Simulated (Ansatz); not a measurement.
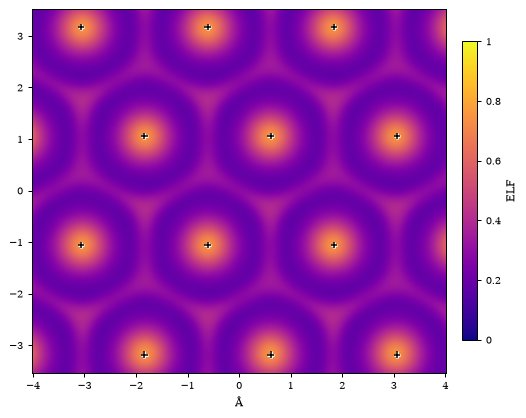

The electron localisation function on a plane through atoms (crosses mark nuclei in the plane).

Level of theory: Kohn-Sham DFT of a periodic cell, PBE, Ansatz PAW in Ansatz.

Candidates:
A. MoS2, a = 5.49 Å, b = 3.20 Å, c = 34.48 Å, α = 90.00°, β = 90.00°, γ = 89.71°. Space group P-1; a structure from a database of computed crystals, not necessarily the ambient phase.
B. Ni, a = 2.45 Å, b = 2.45 Å, c = 4.07 Å, α = 90.00°, β = 90.00°, γ = 120.00°. Space group P6₃/mmc; a structure from a database of computed crystals, not necessarily the ambient phase; computed pressure about 35 GPa in this cell; spin-polarised.
C. HfO2, a = 5.27 Å, b = 5.00 Å, c = 5.03 Å, α = 90.00°, β = 90.00°, γ = 90.00°. Space group Pca2₁; a structure from a database of computed crystals, not necessarily the ambient phase; computed pressure about 7 GPa in this cell.

> Which system is this?

Candidate B: Ni on the (001) plane of the conventional cell, which holds Ni. Ni–Ni (2.45 Å): the ELF is about 0.30 at the midpoint (no shared electron pair shows on this line).
